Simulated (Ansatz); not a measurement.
Geometry relaxation, with input and output: Ge4Si (part 1 of 2)

The run: geometry relaxation of Ge4Si (slab, 5 atoms in the cell). Method and program: DFT PBE, scalar-relativistic, plane waves, PAW, PAW set soft_1, no spin polarisation (Ansatz 0.2.0).

The structure derives from an entry of the Crystallography Open Database. The input holds or restrains some coordinates. Forces given for the steps count only the free coordinates. Figures and captions count atoms from 1; the log counts them from 0 in places.

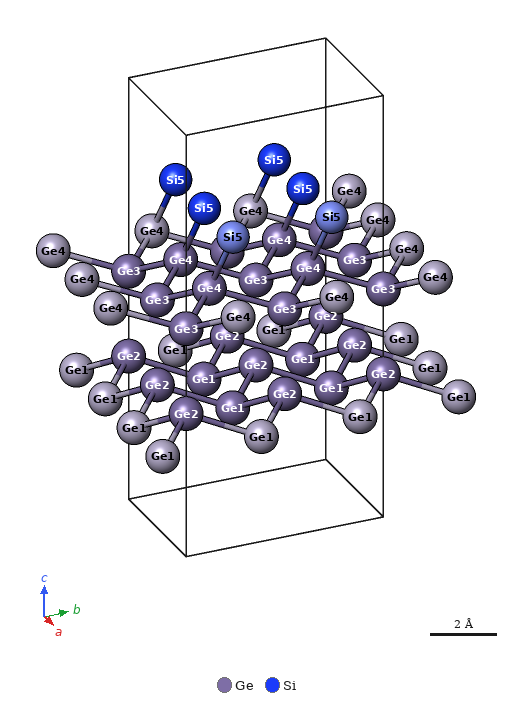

The structure as given in the input (ball-and-stick view of the 2 × 2 repeat of the cell, with the vacuum cut short, seen slightly off an axis; neighbours outside the cell are drawn fainter; atoms are numbered from 1 in the order of the input). An atom can appear more than once, as a periodic image.

Input file
```yaml
crystal:
  lattice:
    - [4.0740542171, 0.0, 0.0]
    - [-2.0370271085, 3.5282344484, 0.0]
    - [0.0, 0.0, 19.7403205846]
  atoms:
    - { symbol: Ge, position: [0.3333333333, 0.6666666667, 0.2026309544] }
    - { symbol: Ge, position: [0.0, 0.0, 0.24475858] }
    - { symbol: Ge, position: [0.0, 0.0, 0.3792011874] }
    - { symbol: Ge, position: [0.6666666667, 0.3333333333, 0.4174360061] }
    - { symbol: Si, position: [1.1111111111, 0.4444444444, 0.515252513] }
basis:
  ecutwfc: 420
kpoints:
  mp_grid: { grid: [9, 9, 1] }
hamiltonian:
  xc: pbe
  pseudopotentials: { kind: paw, azcp: { folder: soft_1 } }
scf:
  occupations: { method: gaussian, width: 0.1 }
output:
  forces: true
  eigenvalues: true
relax:
  adjacent_minimum: "off"
  f_tol: 0.025
  max_steps: 16
  constraints: [{ sites: [0, 1, 2, 3] }, { sites: [4], fix: xy }]
efield:
  axis: 3
  dipole_correction: true
  ramp_width: 0.04
```

Run as:
```bash
ansatz run input.yaml --threads 2 --pin off --max-ram 6144MiB --backend cpu --events-out ev --progress --plain --runs-dir out
```

Output
```
Engine: ansatz 0.2.0, aarch64-unknown-linux-gnu
Pseudopotentials: kind: paw
Pseudopotential: Ge, paw, valence charge 14, recommended cutoff 420 eV (normal), [file]
Pseudopotential: Si, paw, valence charge 4, recommended cutoff 420 eV (normal), [file]
Functional definition: PBE
  parameter kappa = 0.804
  parameter beta = 0.06672455060314922
  exchange = pbe_x(kappa = kappa, mu = beta*pi^2/3)
  correlation = pbe_c(beta = beta)
Crystal: 5 atoms, lattice volume = 283.752 Å³
Basis set: ecut = 420 eV, 5537 PW (Γ), exchange–correlation on 60×60×270 points (8 copies of the dense FFT grid, shifted against one another)
Bands: 36, of which v1, the nominal top of the filled ones, is band 30 counted from 1 (29 counted from 0)
Symmetry: 1 space group operations
Space group: P1 (ITA 1), of the structure as read, at distance tolerance 6.6e-5 Å
k-points: 41 of 81 (time reversal used)
Non-local potential: Ge, projectors of the file, l = 0: 2, l = 1: 2, l = 2: 3, l = 3: 1
Non-local potential: Si, projectors of the file, l = 0: 2, l = 1: 2, l = 2: 1
PAW form: soft (Blöchl's): semilocal exchange-correlation on the pseudo side does not see the compensation charge
PAW one-centre angular grid: Ge, 590 points (default); XC on 64 Gauss nodes
PAW one-centre angular grid: Si, 110 points (default); XC on 64 Gauss nodes
Initial density: superposition of atomic densities (neutral atoms: chi_scale 0, normalization atom)
Initial wavefunctions: pseudopotential atomic-orbital guess
Functional: x = pbe(κ = 0.804, μ = 0.2195149727645171), c = pbe(β = 0.06672455060314922)
SCF iter   1: F=—  HF=-17812.725470 eV  |F-HF|=—  |Δ(HF+E_count)|=         —  Δρ=1.91e-2  dr2=4.15e0  ethr=3.10e-3  p=0.000 e·Å  D=4.55e-7 V/Å  ΔV_dip=-0.00 eV  dr2_dipole=1.54e0  V_vac-E_F(+/−)=5.49/5.49 eV  ⟨swp⟩=7.2  Hψ=6404  notcnv=0
efield: sawtooth ramp at fractional position 0.8389 (placed from the atoms, in the widest stretch of the axis that holds none; the zero of the levels goes with the place), width 0.0400; the density the first Hamiltonian is built on has a dipole p = 0.000 e·Å; the dipole correction subtracts the counter field D = 4.55e-7 V/Å, which shifts the + side's vacuum level by -0.00 eV against the − side's; the planar-averaged density in the ramp window peaks in size at 1.3e-6 e/Å³
preconditioner: auto → LDOS  [metal: Δε(μ)=0.067 eV  Ē_g=7.332 eV  σ=0.100 eV  W_gap=0.33  n_scr=54 (ndim 8)  ℏωp=9.9 eV  f_vac=0.511  D(μ)=2.35/eV (n_scr^D=6)  β→1.0]
SCF iter   2: F=—  HF=-17812.407565 eV  |F-HF|=—  |Δ(HF+E_count)|=   3.18e-1  Δρ=5.29e-3  dr2=4.36e-1  ethr=3.10e-3  p=0.049 e·Å  D=3.15e-2 V/Å  ΔV_dip=-0.62 eV  dr2_dipole=2.48e-1  V_vac-E_F(+/−)=4.28/4.90 eV  ⟨swp⟩=3.0  Hψ=2284  notcnv=0  defer=45
SCF iter   3: F=—  HF=-17812.388320 eV  |F-HF|=—  |Δ(HF+E_count)|=   1.92e-2  Δρ=1.76e-3  dr2=6.05e-2  ethr=7.27e-4  p=0.015 e·Å  D=9.55e-3 V/Å  ΔV_dip=-0.19 eV  dr2_dipole=2.85e-2  V_vac-E_F(+/−)=4.56/4.75 eV  ⟨swp⟩=2.8  Hψ=2530  notcnv=0  defer=44
SCF iter   4: F=—  HF=-17812.382598 eV  |F-HF|=—  |Δ(HF+E_count)|=   5.72e-3  Δρ=5.49e-4  dr2=7.41e-3  ethr=1.01e-4  p=0.016 e·Å  D=1.04e-2 V/Å  ΔV_dip=-0.21 eV  dr2_dipole=3.39e-3  V_vac-E_F(+/−)=4.49/4.70 eV  ⟨swp⟩=2.1  Hψ=2958  notcnv=0  defer=42
SCF iter   5: F=—  HF=-17812.382280 eV  |F-HF|=—  |Δ(HF+E_count)|=   3.17e-4  Δρ=1.94e-4  dr2=1.36e-4  ethr=1.23e-5  p=0.017 e·Å  D=1.09e-2 V/Å  ΔV_dip=-0.22 eV  dr2_dipole=1.19e-6  V_vac-E_F(+/−)=4.46/4.68 eV  ⟨swp⟩=2.4  Hψ=2681  notcnv=0  defer=42
SCF iter   6: F=-17812.382229 eV  HF=-17812.382230 eV  |F-HF|=4.21e-7  |Δ(HF+E_count)|=   5.07e-5  Δρ=4.47e-5  dr2=1.08e-5  ethr=2.60e-8  p=0.016 e·Å  D=1.03e-2 V/Å  ΔV_dip=-0.20 eV  dr2_dipole=3.32e-6  V_vac-E_F(+/−)=4.46/4.67 eV  ⟨swp⟩=11.6  Hψ=8161  notcnv=0
SCF 1 converged in 6 iterations: F = -17812.382229 eV  dr2 = 1.08e-5
  greatest PAW one-centre occupation: 0.998 electrons in one spin orbital (limit 2), on the Ge atom at site 2 (counted from 0), in its partial waves of l = 2
relax step   1: F+E_penalty+E_count = -17812.38222937 eV  Δ(F+E_penalty+E_count) = +0.000e0 eV  max|allowed force component| = 4.958e-1 eV/Å  Δτ_max = 0.0000 Å  (6 SCF iters, dr2 threshold 1.56e-5 eV, accepted)
Initial density: handed on by an earlier stage of this run
Initial wavefunctions: those handed on with the density
iter 1 solved again at ethr=4.91e-5 eV; its pass at ethr=3.10e-3 eV (dr2=2.94e-2 eV) is discarded
SCF iter   1: F=—  HF=-17812.424460 eV  |F-HF|=—  |Δ(HF+E_count)|=         —  Δρ=1.63e-3  dr2=3.26e-2  ethr=4.91e-5  p=0.016 e·Å  D=1.03e-2 V/Å  ΔV_dip=-0.20 eV  dr2_dipole=1.06e-2  V_vac-E_F(+/−)=4.49/4.70 eV  ⟨swp⟩=2.0  Hψ=4788  notcnv=0  defer=41
efield: sawtooth ramp at fractional position 0.8389 (handed on by an earlier solve), width 0.0400; the density the first Hamiltonian is built on has a dipole p = 0.016 e·Å; the dipole correction subtracts the counter field D = 1.03e-2 V/Å, which shifts the + side's vacuum level by -0.20 eV against the − side's; the planar-averaged density in the ramp window peaks in size at 1.8e-6 e/Å³
preconditioner: auto → LDOS  [metal: Δε(μ)=0.017 eV  Ē_g=7.211 eV  σ=0.100 eV  W_gap=0.10  n_scr=54 (ndim 8)  ℏωp=9.9 eV  f_vac=0.527  D(μ)=2.31/eV (n_scr^D=6)  β→1.0]
SCF iter   2: F=—  HF=-17812.422440 eV  |F-HF|=—  |Δ(HF+E_count)|=   2.02e-3  Δρ=6.50e-4  dr2=1.11e-2  ethr=4.91e-5  p=0.013 e·Å  D=8.47e-3 V/Å  ΔV_dip=-0.17 eV  dr2_dipole=4.80e-3  V_vac-E_F(+/−)=4.51/4.68 eV  ⟨swp⟩=2.0  Hψ=1720  notcnv=0  defer=41
SCF iter   3: F=—  HF=-17812.421713 eV  |F-HF|=—  |Δ(HF+E_count)|=   7.27e-4  Δρ=1.56e-4  dr2=1.87e-4  ethr=1.85e-5  p=0.016 e·Å  D=1.03e-2 V/Å  ΔV_dip=-0.20 eV  dr2_dipole=1.08e-5  V_vac-E_F(+/−)=4.48/4.69 eV  ⟨swp⟩=2.0  Hψ=1575  notcnv=0  defer=41
SCF iter   4: F=—  HF=-17812.421718 eV  |F-HF|=—  |Δ(HF+E_count)|=   4.31e-6  Δρ=5.93e-5  dr2=2.06e-5  ethr=3.12e-7  p=0.017 e·Å  D=1.06e-2 V/Å  ΔV_dip=-0.21 eV  dr2_dipole=4.01e-7  V_vac-E_F(+/−)=4.48/4.69 eV  ⟨swp⟩=2.0  Hψ=1871  notcnv=0  defer=41
SCF iter   5: F=-17812.421718 eV  HF=-17812.421718 eV  |F-HF|=4.08e-8  |Δ(HF+E_count)|=   8.72e-7  Δρ=1.72e-5  dr2=1.47e-6  ethr=2.56e-8  p=0.017 e·Å  D=1.06e-2 V/Å  ΔV_dip=-0.21 eV  dr2_dipole=9.83e-8  V_vac-E_F(+/−)=4.48/4.69 eV  ⟨swp⟩=13.3  Hψ=6507  notcnv=0
SCF 2 converged in 5 iterations: F = -17812.421718 eV  dr2 = 1.47e-6
relax step   2: F+E_penalty+E_count = -17812.42171844 eV  Δ(F+E_penalty+E_count) = -3.949e-2 eV  max|allowed force component| = 1.873e-1 eV/Å  Δτ_max = 0.1128 Å  (5 SCF iters, dr2 threshold 1.54e-5 eV, accepted)
SCF iter   1: F=—  HF=-17812.428033 eV  |F-HF|=—  |Δ(HF+E_count)|=         —  Δρ=1.01e-3  dr2=1.48e-2  ethr=1.79e-4  p=0.017 e·Å  D=1.06e-2 V/Å  ΔV_dip=-0.21 eV  dr2_dipole=5.10e-3  V_vac-E_F(+/−)=4.50/4.71 eV  ⟨swp⟩=3.8  Hψ=2986  notcnv=0  defer=42
efield: sawtooth ramp at fractional position 0.8389 (handed on by an earlier solve), width 0.0400; the density the first Hamiltonian is built on has a dipole p = 0.017 e·Å; the dipole correction subtracts the counter field D = 1.06e-2 V/Å, which shifts the + side's vacuum level by -0.21 eV against the − side's; the planar-averaged density in the ramp window peaks in size at 1.8e-6 e/Å³
preconditioner: auto → LDOS  [metal: Δε(μ)=0.049 eV  Ē_g=20.248 eV  σ=0.100 eV  W_gap=0.27  n_scr=54 (ndim 8)  ℏωp=17.1 eV  f_vac=0.531  D(μ)=2.56/eV (n_scr^D=8)  β→1.0]
SCF iter   2: F=—  HF=-17812.427056 eV  |F-HF|=—  |Δ(HF+E_count)|=   9.76e-4  Δρ=3.71e-4  dr2=2.83e-3  ethr=2.46e-5  p=0.015 e·Å  D=9.70e-3 V/Å  ΔV_dip=-0.19 eV  dr2_dipole=1.20e-3  V_vac-E_F(+/−)=4.50/4.70 eV  ⟨swp⟩=1.9  Hψ=1902  notcnv=0  defer=41
SCF iter   3: F=—  HF=-17812.426876 eV  |F-HF|=—  |Δ(HF+E_count)|=   1.80e-4  Δρ=1.07e-4  dr2=9.51e-5  ethr=4.72e-6  p=0.017 e·Å  D=1.06e-2 V/Å  ΔV_dip=-0.21 eV  dr2_dipole=5.43e-6  V_vac-E_F(+/−)=4.49/4.70 eV  ⟨swp⟩=2.0  Hψ=1695  notcnv=0  defer=41
SCF iter   4: F=—  HF=-17812.426904 eV  |F-HF|=—  |Δ(HF+E_count)|=   2.80e-5  Δρ=3.92e-5  dr2=7.87e-6  ethr=1.59e-7  p=0.017 e·Å  D=1.08e-2 V/Å  ΔV_dip=-0.21 eV  dr2_dipole=5.47e-8  V_vac-E_F(+/−)=4.49/4.70 eV  ⟨swp⟩=2.6  Hψ=2305  notcnv=0  defer=41
SCF iter   5: F=-17812.426905 eV  HF=-17812.426905 eV  |F-HF|=2.12e-7  |Δ(HF+E_count)|=   8.35e-7  Δρ=1.14e-5  dr2=6.61e-7  ethr=3.65e-9  p=0.017 e·Å  D=1.09e-2 V/Å  ΔV_dip=-0.21 eV  dr2_dipole=8.14e-8  V_vac-E_F(+/−)=4.49/4.70 eV  ⟨swp⟩=12.6  Hψ=7119  notcnv=0
SCF 3 converged in 5 iterations: F = -17812.426905 eV  dr2 = 6.61e-7
relax step   3: F+E_penalty+E_count = -17812.42690468 eV  Δ(F+E_penalty+E_count) = -5.186e-3 eV  max|allowed force component| = 3.017e-2 eV/Å  Δτ_max = 0.0647 Å  (5 SCF iters, dr2 threshold 2.19e-6 eV, accepted)
SCF iter   1: F=—  HF=-17812.427021 eV  |F-HF|=—  |Δ(HF+E_count)|=         —  Δρ=1.31e-4  dr2=2.84e-4  ethr=4.01e-6  p=0.017 e·Å  D=1.09e-2 V/Å  ΔV_dip=-0.21 eV  dr2_dipole=1.09e-4  V_vac-E_F(+/−)=4.49/4.70 eV  ⟨swp⟩=2.0  Hψ=2560  notcnv=0  defer=11
efield: sawtooth ramp at fractional position 0.8389 (handed on by an earlier solve), width 0.0400; the density the first Hamiltonian is built on has a dipole p = 0.017 e·Å; the dipole correction subtracts the counter field D = 1.09e-2 V/Å, which shifts the + side's vacuum level by -0.21 eV against the − side's; the planar-averaged density in the ramp window peaks in size at 1.7e-6 e/Å³
preconditioner: auto → LDOS  [metal: Δε(μ)=0.052 eV  Ē_g=20.252 eV  σ=0.100 eV  W_gap=0.29  n_scr=54 (ndim 8)  ℏωp=17.1 eV  f_vac=0.530  D(μ)=2.42/eV (n_scr^D=6)  β→1.0]
SCF iter   2: F=—  HF=-17812.427005 eV  |F-HF|=—  |Δ(HF+E_count)|=   1.64e-5  Δρ=5.35e-5  dr2=6.90e-5  ethr=4.73e-7  p=0.017 e·Å  D=1.11e-2 V/Å  ΔV_dip=-0.22 eV  dr2_dipole=2.95e-5  V_vac-E_F(+/−)=4.49/4.70 eV  ⟨swp⟩=1.7  Hψ=1864  notcnv=0  defer=10
SCF iter   3: F=—  HF=-17812.427036 eV  |F-HF|=—  |Δ(HF+E_count)|=   3.10e-5  Δρ=1.21e-5  dr2=1.04e-6  ethr=1.15e-7  p=0.017 e·Å  D=1.10e-2 V/Å  ΔV_dip=-0.22 eV  dr2_dipole=2.67e-8  V_vac-E_F(+/−)=4.49/4.70 eV  ⟨swp⟩=2.0  Hψ=1620  notcnv=0  defer=10
SCF iter   4: F=-17812.427036 eV  HF=-17812.427036 eV  |F-HF|=6.82e-9  |Δ(HF+E_count)|=   3.02e-8  Δρ=3.88e-6  dr2=8.45e-8  ethr=1.67e-10  p=0.017 e·Å  D=1.10e-2 V/Å  ΔV_dip=-0.22 eV  dr2_dipole=2.40e-9  V_vac-E_F(+/−)=4.49/4.70 eV  ⟨swp⟩=11.7  Hψ=7161  notcnv=0
SCF 4 converged in 4 iterations: F = -17812.427036 eV  dr2 = 8.45e-8
relax step   4: F+E_penalty+E_count = -17812.42703552 eV  Δ(F+E_penalty+E_count) = -1.308e-4 eV  max|allowed force component| = 1.415e-3 eV/Å  Δτ_max = 0.0083 Å  (4 SCF iters, accepted)
```

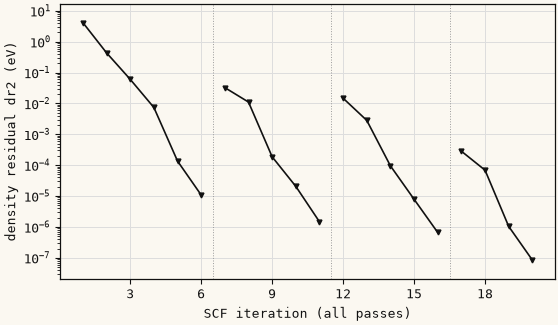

Convergence of the self-consistent field: density residual dr2 against the SCF iteration. The dotted lines part the SCF passes of the relaxation: geometry steps, rejected trials and re-solves on a re-selected basis. The passes take 6, 5, 5 and 4 iterations.
